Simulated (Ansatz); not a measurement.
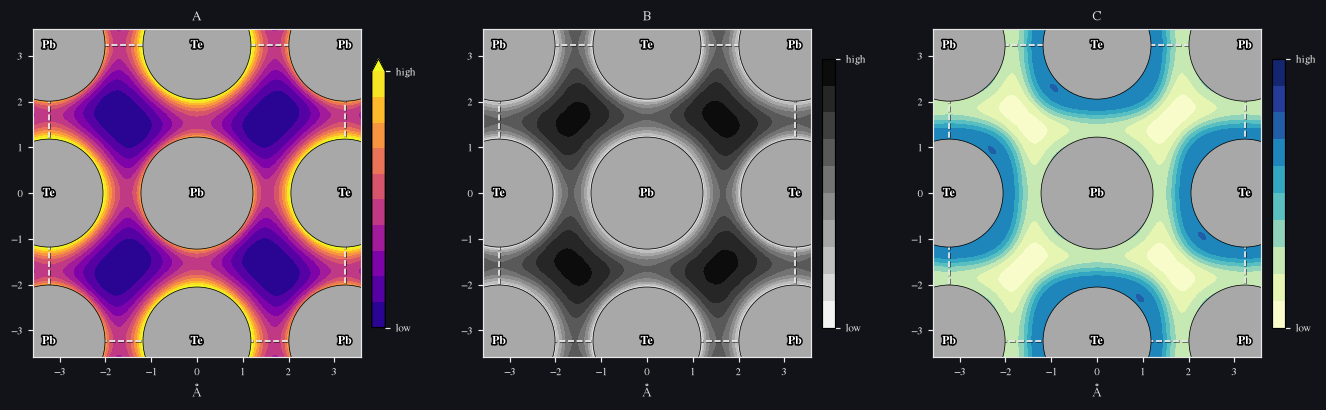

TePb: 3 fields on the (010) plane of the conventional cell, with unlabelled colour scales. Grey discs cover the atomic cores.

Space group Fm-3m.

These are results of Ansatz, Kohn-Sham DFT of a periodic cell, r2SCAN50, Ansatz PAW, not measurements.

```
Pb Te
1.0
     6.46200    0.00000    0.00000
     0.00000    6.46200    0.00000
     0.00000    0.00000    6.46200
Pb Te
4 4
Direct
  0.00000 0.00000 0.00000
  0.50000 0.50000 0.00000
  0.50000 0.00000 0.50000
  0.00000 0.50000 0.50000
  0.50000 0.00000 0.00000
  0.00000 0.50000 0.00000
  0.00000 0.00000 0.50000
  0.50000 0.50000 0.50000
```

Which field does each panel show? The fields are: electron localisation function, electrostatic potential energy of an electron and valence pseudo-density.

Panel A: valence pseudo-density. Panel B: electrostatic potential energy of an electron (low next to the atoms, rising into the space between them). Panel C: electron localisation function. From the grid: Te–Pb (3.23 Å): ρ is about 0.2 e/Å³ halfway; the ELF peaks at about 0.65 in the valence shell of Te, 1.3 Å from its nucleus, and drops to about 0.25 between the two atoms.
